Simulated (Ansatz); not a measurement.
# Run report: Al$_{32}$H, geometry relaxation (part 1 of 2)

The run: geometry relaxation of Al$_{32}$H (defect cell, 33 atoms in the cell). Method and program: DFT PBE, scalar-relativistic, plane waves, PAW, no spin polarisation (Ansatz 0.2.0).

It belongs to a series of runs on one base structure; here: start relaxed.

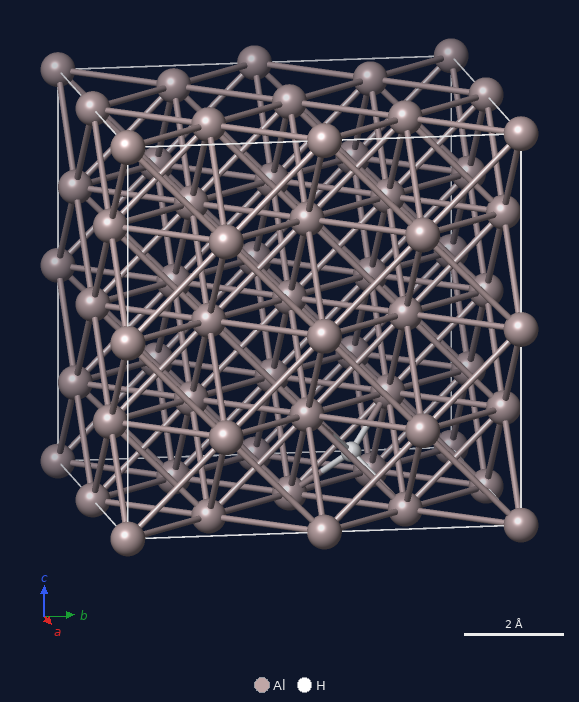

**Figure 1.** The starting structure (ball-and-stick view of the cell of the calculation, seen slightly off an axis). An atom can appear more than once, as a periodic image. Near neighbours in the periodic cell (some may lie outside the picture): Al has 12 Al at 2.86 Å; Al has 12 Al at 2.86 Å and 1 H at 1.70 to 1.80 Å; H has 4 Al at 1.70 to 1.80 Å.

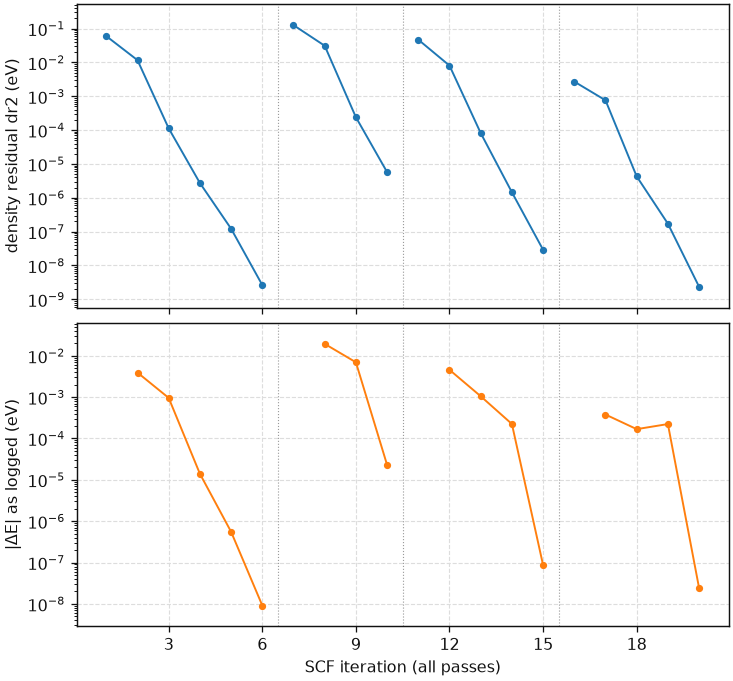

**Figure 2.** Convergence of the self-consistent field: density residual dr2 and size of the energy change against the SCF iteration. The dotted lines part the SCF passes of the relaxation: geometry steps, rejected trials and re-solves on a re-selected basis. The passes take 6, 4, 5 and 5 iterations.

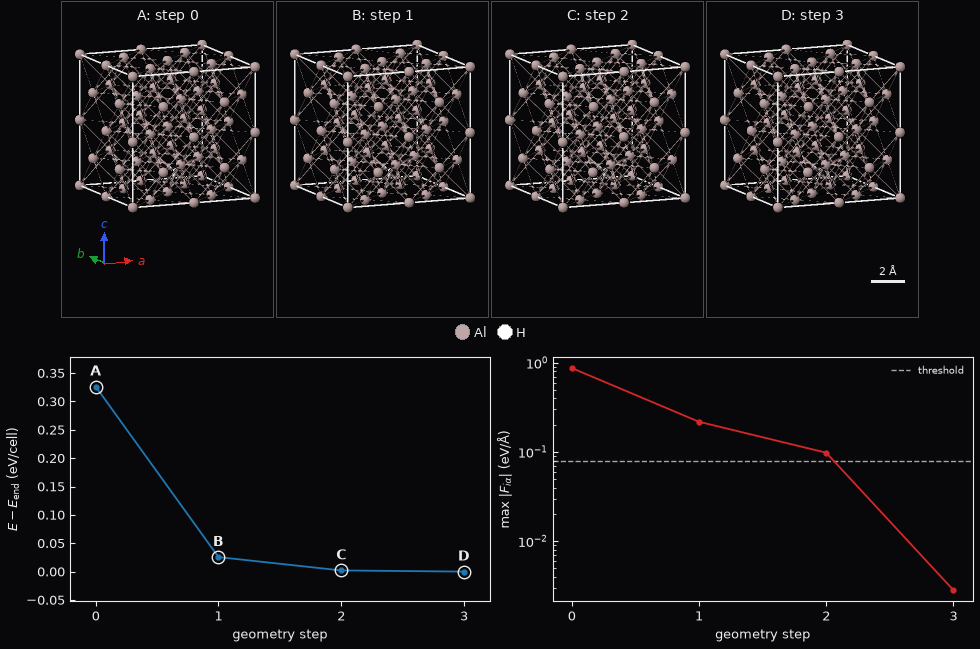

**Figure 3.** Frames of the relaxation (ball-and-stick view of the cell of the calculation, seen slightly off an axis) above the curves, on which the letters mark them (the first geometry is step 0 here and step 1 in the log).

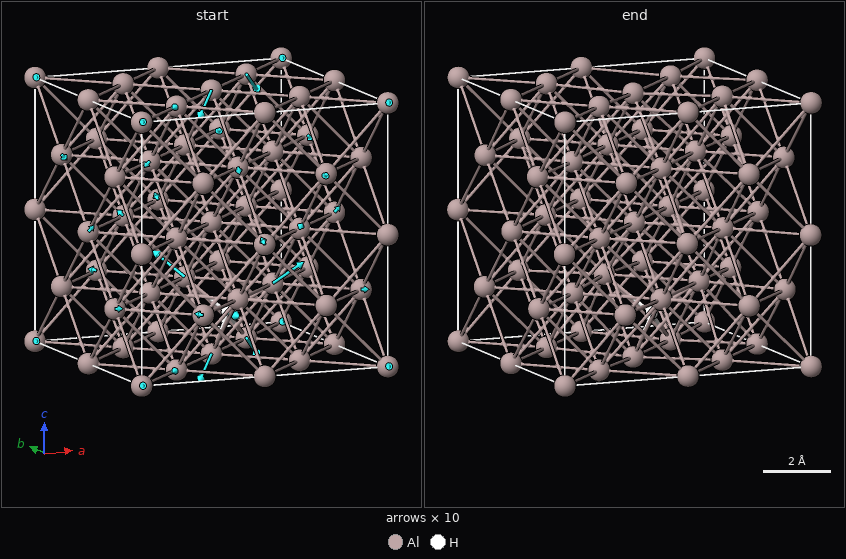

**Figure 4.** Before (left) and after (right) the relaxation, at one scale (ball-and-stick view of the cell of the calculation, seen slightly off an axis). The teal arrows give the displacements, magnified 10 times. The energy falls by 0.326 eV per cell of the calculation in 3 geometry steps. Largest force component: 0.87 eV/Å at the start, 0.0028 eV/Å at the end. The largest moves, 0.13 Å, are those of Al6, Al7, Al10 and Al18. Largest moves by element: Al 0.13 Å, H 0.07 Å. The cell doesn't change. Distances before and after: Al7–Al18 2.864 → 3.076 Å, Al10–Al18 2.864 → 3.075 Å, Al18–H33 1.703 → 1.882 Å, Al7–H33 1.716 → 1.882 Å. Among the angles that change: Al7–H33–Al18 113.8° → 109.6°, Al6–H33–Al10 105.4° → 109.4°. (Atoms are counted from 1 in the order of the input.)

These pictures come from the run below.

### Input
```yaml
accuracy: low
crystal:
  lattice:
    - [8.1, 0.0, 0.0]
    - [0.0, 8.1, 0.0]
    - [0.0, 0.0, 8.1]
  atoms:
    - { symbol: Al, position: [0.5, 0.0, 0.0] }
    - { symbol: Al, position: [0.75, 0.25, 0.0] }
    - { symbol: Al, position: [0.75, 0.0, 0.25] }
    - { symbol: Al, position: [0.0, 0.0, 0.0] }
    - { symbol: Al, position: [0.25, 0.25, 0.0] }
    - { symbol: Al, position: [0.5, 0.5, 0.0] }
    - { symbol: Al, position: [0.75, 0.75, 0.0] }
    - { symbol: Al, position: [0.25, 0.0, 0.25] }
    - { symbol: Al, position: [0.5, 0.25, 0.25] }
    - { symbol: Al, position: [0.75, 0.5, 0.25] }
    - { symbol: Al, position: [0.5, 0.0, 0.5] }
    - { symbol: Al, position: [0.75, 0.25, 0.5] }
    - { symbol: Al, position: [0.75, 0.0, 0.75] }
    - { symbol: Al, position: [0.0, 0.5, 0.0] }
    - { symbol: Al, position: [0.25, 0.75, 0.0] }
    - { symbol: Al, position: [0.0, 0.25, 0.25] }
    - { symbol: Al, position: [0.25, 0.5, 0.25] }
    - { symbol: Al, position: [0.5, 0.75, 0.25] }
    - { symbol: Al, position: [0.0, 0.0, 0.5] }
    - { symbol: Al, position: [0.25, 0.25, 0.5] }
    - { symbol: Al, position: [0.5, 0.5, 0.5] }
    - { symbol: Al, position: [0.75, 0.75, 0.5] }
    - { symbol: Al, position: [0.25, 0.0, 0.75] }
    - { symbol: Al, position: [0.5, 0.25, 0.75] }
    - { symbol: Al, position: [0.75, 0.5, 0.75] }
    - { symbol: Al, position: [0.0, 0.75, 0.25] }
    - { symbol: Al, position: [0.0, 0.5, 0.5] }
    - { symbol: Al, position: [0.25, 0.75, 0.5] }
    - { symbol: Al, position: [0.0, 0.25, 0.75] }
    - { symbol: Al, position: [0.25, 0.5, 0.75] }
    - { symbol: Al, position: [0.5, 0.75, 0.75] }
    - { symbol: Al, position: [0.0, 0.75, 0.75] }
    - { symbol: H, position: [0.6240238, 0.6346894, 0.1253395] }
basis:
  ecutwfc: 420.0
kpoints:
  mp_grid: { grid: [2, 2, 2] }
hamiltonian:
  xc: pbe
scf:
  occupations: { method: fermi_dirac, width: 0.1 }
  lower_state_search: "off"
relax:
  f_tol: 0.08
  max_steps: 25
  adjacent_minimum: "off"
```

Launched with:
```bash
ansatz run input.yaml --threads 2 --pin off --max-ram 5120MiB --backend cpu --events-out ev --progress --plain --runs-dir out
```

### What the program printed
```
Engine: ansatz 0.2.0, x86_64-unknown-linux-gnu
Pseudopotentials: kind: paw
Pseudopotential: Al, paw, valence charge 3, recommended cutoff 420 eV (normal), Al.paw.azcp
Pseudopotential: H, paw, valence charge 1, recommended cutoff 420 eV (normal), H.paw.azcp
Functional definition: PBE
  parameter kappa = 0.804
  parameter beta = 0.06672455060314922
  exchange = pbe_x(kappa = kappa, mu = beta*pi^2/3)
  correlation = pbe_c(beta = beta)
Crystal: 33 atoms, lattice volume = 531.441 Å³
Basis set: ecut = 420 eV, 10395 PW (Γ), exchange–correlation on 120×120×120 points (8 copies of the dense FFT grid, shifted against one another)
Bands: 82, of which v1, the nominal top of the filled ones, is band 49 counted from 1 (48 counted from 0)
Symmetry: 1 space group operations
Space group: P1 (ITA 1), of the structure as read, at distance tolerance 8.1e-5 Å
k-points: 8
Non-local potential: Al, projectors of the file, l = 0: 2, l = 1: 2, l = 2: 1
Non-local potential: H, projectors of the file, l = 0: 2, l = 1: 1
PAW form: soft (Blöchl's): semilocal exchange-correlation on the pseudo side does not see the compensation charge
PAW one-centre angular grid: Al, 110 points (default); XC on 64 Gauss nodes
PAW one-centre angular grid: H, 110 points (default); XC on 64 Gauss nodes
Initial density: superposition of atomic densities (neutral atoms: chi_scale 0, normalization atom), corrected by the library's trained network
Initial wavefunctions: pseudopotential atomic-orbital guess
Functional: x = pbe(κ = 0.804, μ = 0.2195149727645171), c = pbe(β = 0.06672455060314922)
SCF iter   1: F=—  HF=-17215.244663 eV  |F-HF|=—  |Δ(HF+E_count)|=         —  Δρ=1.30e-3  dr2=6.01e-2  ethr=1.77e-3  ⟨swp⟩=9.4  Hψ=3223  notcnv=0  defer=26
preconditioner: auto → Kerker (q_TF=auto, 2.055 Å⁻¹)  [metal: Δε(μ)=0.017 eV  Ē_g=6.896 eV  σ=0.100 eV  W_gap=0.04  n_scr=80 (ndim 8)  ℏωp=15.9 eV  f_vac=0.000  D(μ)=18.96/eV (n_scr^D=146)]
SCF iter   2: F=—  HF=-17215.240745 eV  |F-HF|=—  |Δ(HF+E_count)|=   3.92e-3  Δρ=6.76e-4  dr2=1.17e-2  ethr=6.20e-5  ⟨swp⟩=1.2  Hψ=771  notcnv=0  defer=33
SCF iter   3: F=—  HF=-17215.239788 eV  |F-HF|=—  |Δ(HF+E_count)|=   9.56e-4  Δρ=1.29e-4  dr2=1.13e-4  ethr=1.21e-5  ⟨swp⟩=1.9  Hψ=653  notcnv=0  defer=33
iter 4 did not close the SCF: its close was put off for the readings that it lacked (scf_convergence_deferred on its scf_iter line)
SCF iter   4: F=-17215.239773 eV  HF=-17215.239775 eV  |F-HF|=1.34e-6  |Δ(HF+E_count)|=   1.40e-5  Δρ=1.97e-5  dr2=2.74e-6  ethr=1.17e-7  ⟨swp⟩=2.1  Hψ=876  notcnv=0  defer=33
iter 5 did not close the SCF: its close was put off for the readings that it lacked (scf_convergence_deferred on its scf_iter line)
SCF iter   5: F=-17215.239774 eV  HF=-17215.239774 eV  |F-HF|=4.50e-8  |Δ(HF+E_count)|=   5.53e-7  Δρ=3.98e-6  dr2=1.22e-7  ethr=2.82e-9  ⟨swp⟩=2.4  Hψ=929  notcnv=0  defer=33
SCF iter   6: F=-17215.239774 eV  HF=-17215.239774 eV  |F-HF|=5.89e-10  |Δ(HF+E_count)|=   9.12e-9  Δρ=6.60e-7  dr2=2.64e-9  ethr=1.26e-10  ⟨swp⟩=1.0  Hψ=1685  notcnv=0
SCF 1 converged in 6 iterations: F = -17215.239774 eV  dr2 = 2.64e-9
  greatest PAW one-centre occupation: 0.451 electrons in one spin orbital (limit 2), on the Al atom at site 9 (counted from 0), in its partial waves of l = 0
relax step   1: F+E_penalty+E_count = -17215.23977396 eV  Δ(F+E_penalty+E_count) = +0.000e0 eV  max|allowed force component| = 8.735e-1 eV/Å  Δτ_max = 0.0000 Å  (6 SCF iters, dr2 threshold 1.00e-4 eV, accepted)
Initial density: handed on by an earlier stage of this run
Initial wavefunctions: those handed on with the density
iter 1 solved again at ethr=1.50e-4 eV; its pass at ethr=3.10e-3 eV (dr2=1.46e-1 eV) is discarded
SCF iter   1: F=—  HF=-17215.566812 eV  |F-HF|=—  |Δ(HF+E_count)|=         —  Δρ=2.75e-3  dr2=1.27e-1  ethr=1.50e-4  ⟨swp⟩=1.4  Hψ=2519  notcnv=0  defer=57
preconditioner: auto → Kerker (q_TF=auto, 2.055 Å⁻¹)  [metal: Δε(μ)=0.047 eV  Ē_g=6.884 eV  σ=0.100 eV  W_gap=0.12  n_scr=80 (ndim 8)  ℏωp=15.9 eV  f_vac=0.000  D(μ)=19.36/eV (n_scr^D=146)]
SCF iter   2: F=—  HF=-17215.547380 eV  |F-HF|=—  |Δ(HF+E_count)|=   1.94e-2  Δρ=1.39e-3  dr2=3.12e-2  ethr=1.31e-4  ⟨swp⟩=1.5  Hψ=578  notcnv=0  defer=57
SCF iter   3: F=—  HF=-17215.540419 eV  |F-HF|=—  |Δ(HF+E_count)|=   6.96e-3  Δρ=1.88e-4  dr2=2.41e-4  ethr=3.22e-5  ⟨swp⟩=2.4  Hψ=896  notcnv=0  defer=57
SCF iter   4: F=-17215.540395 eV  HF=-17215.540396 eV  |F-HF|=1.45e-6  |Δ(HF+E_count)|=   2.29e-5  Δρ=3.24e-5  dr2=5.75e-6  ethr=4.92e-8  ⟨swp⟩=2.0  Hψ=1999  notcnv=0
SCF 2 converged in 4 iterations: F = -17215.540395 eV  dr2 = 5.75e-6
  greatest PAW one-centre occupation: 0.450 electrons in one spin orbital (limit 2), on the Al atom at site 9 (counted from 0), in its partial waves of l = 0
relax step   2: F+E_penalty+E_count = -17215.54039482 eV  Δ(F+E_penalty+E_count) = -3.006e-1 eV  max|allowed force component| = 2.184e-1 eV/Å  Δτ_max = 0.1007 Å  (4 SCF iters, dr2 threshold 4.77e-5 eV, accepted)
SCF iter   1: F=—  HF=-17215.569790 eV  |F-HF|=—  |Δ(HF+E_count)|=         —  Δρ=1.24e-3  dr2=4.72e-2  ethr=2.12e-4  ⟨swp⟩=2.5  Hψ=1460  notcnv=0  defer=77
preconditioner: auto → Kerker (q_TF=auto, 2.055 Å⁻¹)  [metal: Δε(μ)=0.002 eV  Ē_g=6.882 eV  σ=0.100 eV  W_gap=0.01  n_scr=80 (ndim 8)  ℏωp=15.9 eV  f_vac=0.000  D(μ)=19.22/eV (n_scr^D=146)]
SCF iter   2: F=—  HF=-17215.565223 eV  |F-HF|=—  |Δ(HF+E_count)|=   4.57e-3  Δρ=6.23e-4  dr2=8.09e-3  ethr=4.87e-5  ⟨swp⟩=1.0  Hψ=760  notcnv=0  defer=78
SCF iter   3: F=—  HF=-17215.564171 eV  |F-HF|=—  |Δ(HF+E_count)|=   1.05e-3  Δρ=1.20e-4  dr2=8.20e-5  ethr=8.34e-6  ⟨swp⟩=2.2  Hψ=787  notcnv=0  defer=78
SCF iter   4: F=—  HF=-17215.563947 eV  |F-HF|=—  |Δ(HF+E_count)|=   2.24e-4  Δρ=1.41e-5  dr2=1.46e-6  ethr=8.46e-8  ⟨swp⟩=2.0  Hψ=931  notcnv=0  defer=78
SCF iter   5: F=-17215.563947 eV  HF=-17215.563947 eV  |F-HF|=1.59e-8  |Δ(HF+E_count)|=   8.66e-8  Δρ=1.87e-6  dr2=2.91e-8  ethr=1.03e-10  ⟨swp⟩=4.0  Hψ=1763  notcnv=0
SCF 3 converged in 5 iterations: F = -17215.563947 eV  dr2 = 2.91e-8
relax step   3: F+E_penalty+E_count = -17215.56394686 eV  Δ(F+E_penalty+E_count) = -2.355e-2 eV  max|allowed force component| = 9.825e-2 eV/Å  Δτ_max = 0.0344 Å  (5 SCF iters, accepted)
```
